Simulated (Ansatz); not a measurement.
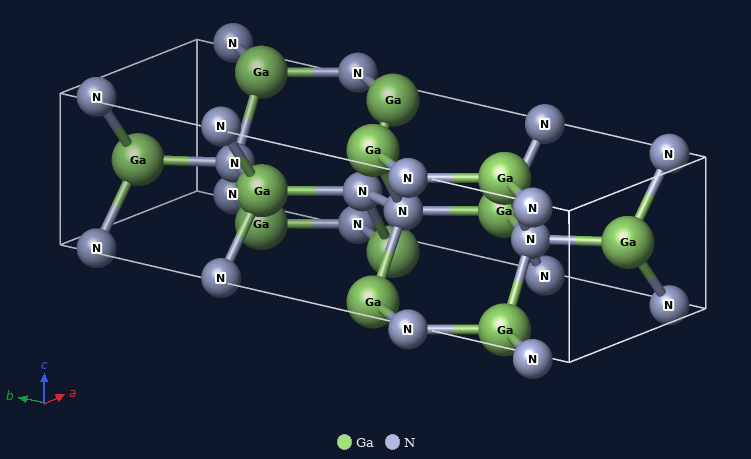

A ball-and-stick rendering, viewed from a general direction. Lines trace the edges of the conventional unit cell.

GaN, space group Pnnm (No. 58), a = 4.55 Å, b = 12.97 Å, c = 3.22 Å, α = 90.00°, β = 90.00°, γ = 90.00°.

Electronic-structure method: DFT PBE, scalar-relativistic, plane waves, PAW (Ansatz). Parameters: 420 eV cutoff, k-points about 0.24 Å⁻¹ apart, Gaussian smearing of 0.05 eV, no spin polarisation.

Is it conducting or gapped at this level?

A semiconductor at this level, with a gap of 0.91 eV on the k-mesh (the true edges may lie between mesh points, so the gap can be somewhat smaller).

Origin of the cell: a structure listed in the Materials Project. It was relaxed with DFT PBE, scalar-relativistic, plane waves, PAW (Ansatz) under a constraint or pressure on the cell, so some stress remains.
